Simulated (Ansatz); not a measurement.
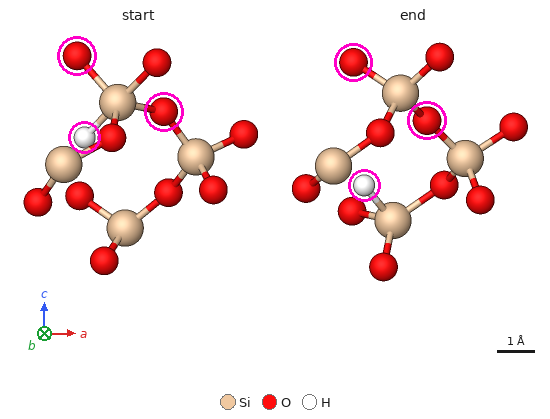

The two relaxed end points of a path for a defect cell of composition Si₈HO₁₆ (cell charge −1) (25 atoms in the cell). Style: ball-and-stick. Shown: the atoms within 4.0 Å of the middle of the path, along the b axis. The atoms that move most are ringed. Bonds to atoms that aren't drawn are left out.

All numbers below come from DFT PBE, scalar-relativistic, plane waves, PAW in Ansatz.

Settings: plane-wave cutoff 420 eV; k-point mesh 2 × 2 × 2; Gaussian smearing 0.02 eV; 5 movable images; climbing image.

Start:
```
CELL_PARAMETERS angstrom
5.02630 -5.02630 0.00000
-5.02630 -5.02630 0.00000
0.00000 0.00000 -7.37174
ATOMIC_POSITIONS crystal
Si 0.99105 0.49792 0.49724
Si 0.47213 0.52698 0.96839
Si 0.50080 0.98237 0.50343
Si 0.01784 0.01504 0.00155
Si 0.72925 0.25239 0.23555
Si 0.26498 0.24926 0.73892
Si 0.24533 0.74085 0.25548
Si 0.77257 0.75489 0.76695
O 0.89249 0.34727 0.36357
O 0.45002 0.33010 0.83739
O 0.42044 0.81023 0.38190
O 0.95667 0.86041 0.85029
O 0.83740 0.08864 0.11635
O 0.32576 0.06363 0.62238
O 0.31611 0.56308 0.14077
O 0.83956 0.57549 0.64435
O 0.62293 0.40206 0.11571
O 0.16576 0.39605 0.59889
O 0.17446 0.92198 0.13601
O 0.66711 0.90550 0.63430
O 0.58367 0.14559 0.37345
O 0.10965 0.19143 0.89270
O 0.06803 0.67833 0.38310
O 0.64871 0.68389 0.93429
H 0.34523 0.63778 0.83876
```

End:
```
CELL_PARAMETERS angstrom
5.02630 -5.02630 0.00000
-5.02630 -5.02630 0.00000
0.00000 0.00000 -7.37174
ATOMIC_POSITIONS crystal
Si 0.98496 0.51784 0.49845
Si 0.50208 0.49105 0.00276
Si 0.47302 0.97213 0.53161
Si 0.01763 0.00080 0.99657
Si 0.74761 0.22925 0.26445
Si 0.24511 0.27257 0.73305
Si 0.25915 0.74533 0.24452
Si 0.75074 0.76498 0.76108
O 0.91136 0.33740 0.38365
O 0.42451 0.33956 0.85565
O 0.43692 0.81611 0.35923
O 0.93637 0.82576 0.87762
O 0.85441 0.08367 0.12655
O 0.31611 0.14871 0.56571
O 0.32167 0.56803 0.11690
O 0.80857 0.60965 0.60730
O 0.65273 0.39249 0.13643
O 0.13959 0.45667 0.64971
O 0.18977 0.92044 0.11810
O 0.66990 0.95002 0.66261
O 0.59794 0.12293 0.38429
O 0.09450 0.16711 0.86570
O 0.07802 0.67446 0.36399
O 0.60395 0.66576 0.90111
H 0.36222 0.84523 0.66124
```

### What barrier does the band find between them, and by what path?

The two ends have the same energy, and the highest point, image 3, lies 0.52 eV above the start. The H atom travels furthest, 1.98 Å from end to end, along [0 1 −1], on a path that bends up to 1.31 Å away from the straight line. At the highest image its nearest neighbour (Si) is 1.70 Å away, against 1.53 Å at the start, and the surrounding atoms stand up to 0.98 Å off the mean of their end positions. Breaking: H–Si (1.53 → 3.70 Å). Forming: H–Si (3.65 → 1.53 Å). The band is converged.

Energies of the converged images:

| image | path (Å) | E (eV) |
| --- | --- | --- |
| 0 | 0.00 | 0.000 |
| 1 | 0.93 | 0.074 |
| 2 | 1.86 | 0.226 |
| 3 | 2.79 | 0.522 |
| 4 | 4.11 | 0.502 |
| 5 | 5.43 | 0.029 |
| 6 | 6.75 | 0.000 |

The geometry at the top of the path:

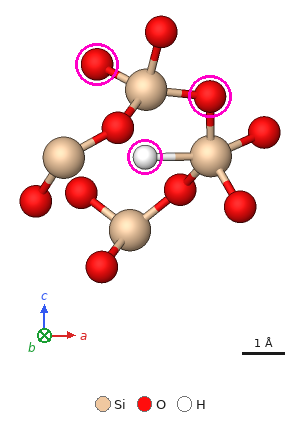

Limits of the set-up: the periodic images lie only 7.1 Å apart, so the values are limited by the cell's size; the cell is charged, on a uniform background, and energies carry no finite-size correction.

The run took 24 min on 4 threads of AMD EPYC 7B13 (Zen 3), with other jobs on the host, peak memory 1.6 GiB.
